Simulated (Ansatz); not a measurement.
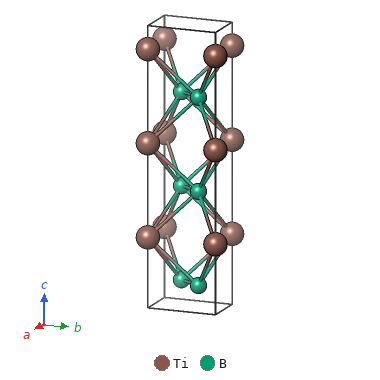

The system is TiB2 (P6/mmm, No. 191; 9 atoms in the cell); the picture shows the reference structure. Rigid slide and opening across a plane, one cut a cell; the plane is (0 0 1) of the conventional cell, and the faces at the cut hold Ti and B. First axis: slide along a1 + 0 a2 (3.032 Å). Second axis: opening across the cut. Nothing is relaxed (rigid halves). The scan uses a 10 × 6 grid; 36 points were computed and 24 follow by symmetry. Points are written as (first, second). Energies: mJ/m², counted from the lowest grid point. Level of theory: Ansatz 0.2.0, DFT PBE, scalar-relativistic, plane waves, PAW. Settings: cutoff 520 eV, k-mesh 15×15×4 in the order of the run's cell vectors, gaussian smearing 0.15 eV, no spin polarisation.

Its coordinates:

```
CELL_PARAMETERS angstrom
-1.51602 -2.62583 0.00000
1.51602 -2.62583 0.00000
0.00000 0.00000 9.67026
ATOMIC_POSITIONS crystal
Ti 0.00000 0.00000 0.91665
Ti 0.00000 0.00000 0.24998
Ti 0.00000 0.00000 0.58332
B 0.66667 0.66667 0.08332
B 0.66667 0.66667 0.41665
B 0.66667 0.66667 0.74998
B 0.33333 0.33333 0.08332
B 0.33333 0.33333 0.41665
B 0.33333 0.33333 0.74998
```

Range: slide along a1 + 0 a2 (3.032 Å) from 0.0 to 0.9; opening across the cut from −0.25 to 2.80 Å.

**What landscape does the calculation give?**

The lowest grid point is at (0.0, 0.00 Å). It is the only kind of minimum in the scanned range. The highest grid point, (0.5, −0.25 Å), lies 16576 mJ/m² above the lowest. On the interpolated surface the easiest way out of the lowest well to its copy in the next cell or period passes a barrier of about 3700 mJ/m².

| second ↓, first → | 0/10 | 1/10 | 2/10 | 3/10 | 4/10 | 5/10 | 6/10 | 7/10 | 8/10 | 9/10 |
| --- | --- | --- | --- | --- | --- | --- | --- | --- | --- | --- |
| 2.80 | 8143 | 8145 | 8152 | 8160 | 8167 | 8170 | 8167 | 8160 | 8152 | 8145 |
| 1.50 | 6037 | 6059 | 6120 | 6199 | 6267 | 6295 | 6267 | 6199 | 6120 | 6059 |
| 0.80 | 3146 | 3236 | 3476 | 3779 | 4030 | 4128 | 4030 | 3779 | 3476 | 3236 |
| 0.35 | 924 | 1205 | 1973 | 2946 | 3763 | 4097 | 3763 | 2946 | 1973 | 1205 |
| 0.00 | 0 | 683 | 2649 | 5216 | 7382 | 8371 | 7382 | 5216 | 2649 | 683 |
| −0.25 | 833 | 2078 | 5765 | 10767 | 14853 | 16576 | 14853 | 10767 | 5765 | 2078 |

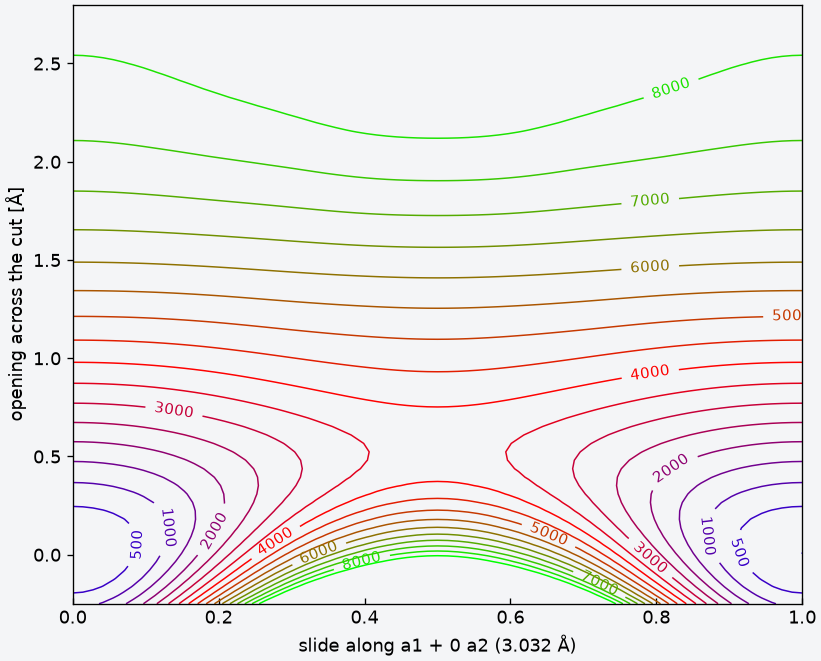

The picture shows contour lines labelled in mJ/m² (none above 8500). Between grid points the surface is interpolated.

Time for the 36 points that were run: 25 min on 2 threads of Arm Neoverse V1, on a shared host.
